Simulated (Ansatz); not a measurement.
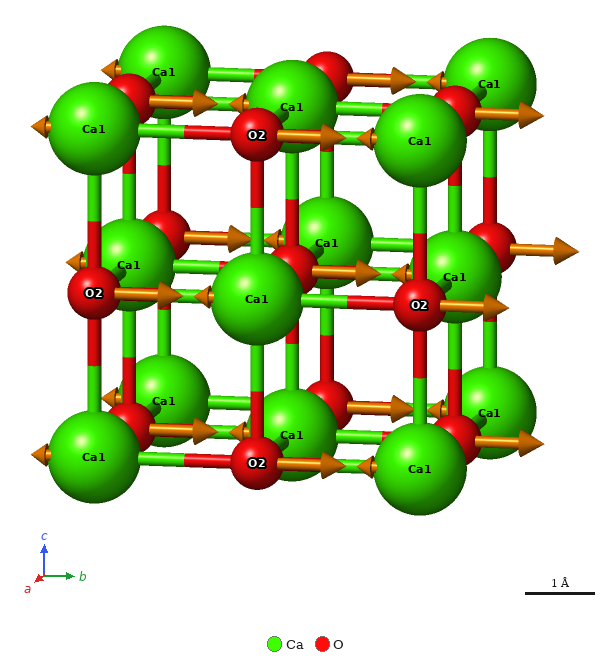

One vibrational mode of a crystal of CaO (a generated structure) at the zone centre. The orange arrows give the relative displacements of the atoms. The picture is a ball-and-stick view of the conventional cell (4 times the calculation's cell), seen slightly off an axis. Lengths and directions refer to the drawn axes.

Method: Ansatz 0.2.0, DFT PBE, scalar-relativistic, plane waves, PAW.

The input:
```yaml
crystal:
  lattice:
    - [0.0, 2.4153706272, 2.4153706272]
    - [2.4153706272, 0.0, 2.4153706272]
    - [2.4153706272, 2.4153706272, 0.0]
  atoms:
    - { symbol: Ca, position: [0.0, 0.0, 0.0] }
    - { symbol: O, position: [0.5, 0.5, 0.5] }
basis:
  ecutwfc: 420
kpoints:
  mp_grid: { grid: [8, 8, 8] }
hamiltonian:
  xc: pbe
scf:
  occupations: { method: fixed }
output:
  eigenvalues: true
phonons:
  method: dfpt
  dielectric: true
  rigid_motions: translations
  eigenvectors: true
  qmesh: [4, 4, 4]
  temperatures: { t_max: 1000, t_step: 100 }
  qpath:
    path:
      - [[0.0, 0.0, 0.0], [0.5, 0.0, 0.5], [0.625, 0.25, 0.625]]
      - [[0.375, 0.375, 0.75], [0.0, 0.0, 0.0], [0.5, 0.5, 0.5], [0.5, 0.25, 0.75], [0.5, 0.0, 0.5]]
    npoints: 8
```

Launched with:
```bash
ansatz run input.yaml --threads 1 --pin off --max-ram 2560MiB --backend cpu --events-out ev --progress --plain --runs-dir out
```

Frequencies are those without the non-analytic (LO–TO) term.

### Give the symmetry, activity and frequency of this mode.

This is the T₁u mode (triply degenerate; one member of the set is drawn) at 31.7 meV, the only optical level, infrared-active by symmetry. The O sublattice moves against the Ca sublattice, along b; it stretches the shortest Ca–O bonds (2.42 Å); the kinetic energy is shared as O 71 %, Ca 29 %. Its infrared intensity is 33 (D/Å)²/amu for the set. The value is the transverse one; the longitudinal partner lies at 537 cm⁻¹.
